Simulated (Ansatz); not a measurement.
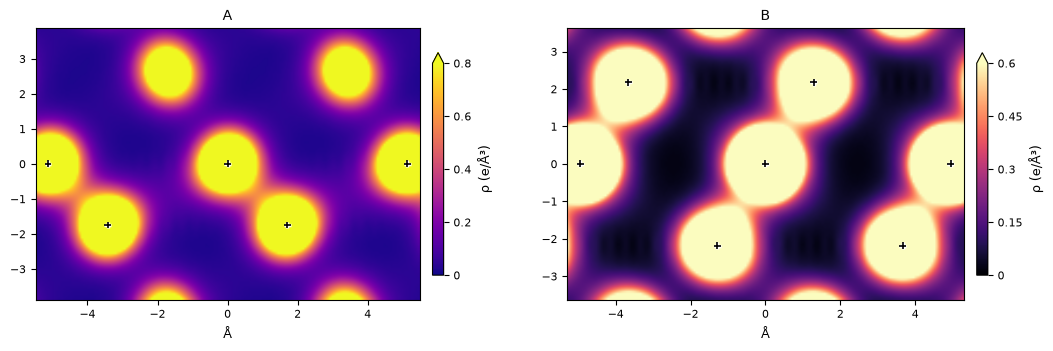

The valence pseudo-density of 2 systems, each on a plane through atoms (crosses mark nuclei in the plane).

All numbers below come from Ansatz, DFT PBE+D3(BJ), scalar-relativistic, plane waves, PAW.

System 1: PtSe₂, the (110) plane of the conventional cell. Space group P-3m1; changed on purpose from its base cell (volume × 1.03, shape and atoms relaxed).

```xyz
3
Lattice="3.7804 0.0000 0.0000 -1.8902 3.2739 0.0000 0.0000 0.0000 4.9445" Properties=species:S:1:pos:R:3 pbc="T T T"
Pt    0.0000    0.0000    0.0000
Se    0.0000    2.1826    1.2836
Se    1.8902    1.0913    3.6609
```

System 2: Se, the (110) plane of the conventional cell. Space group P3₁21.

```
Se
1.0
     4.06815    0.00000    0.00000
    -2.03407    3.52312    0.00000
     0.00000    0.00000    5.12773
Se
3
Direct
  0.24735 0.00000 0.33333
  0.00000 0.24735 0.66667
  0.75265 0.75265 0.00000
```

Match each panel to its system.

Panel A is system 2, Se: the plane holds Se. Se–Se (2.44 Å): the density is about 0.58 e/Å³ at the midpoint. Panel B is system 1, PtSe₂: the plane holds Pt and Se. Pt–Se (2.53 Å): ρ at the midpoint is about 0.56 e/Å³.
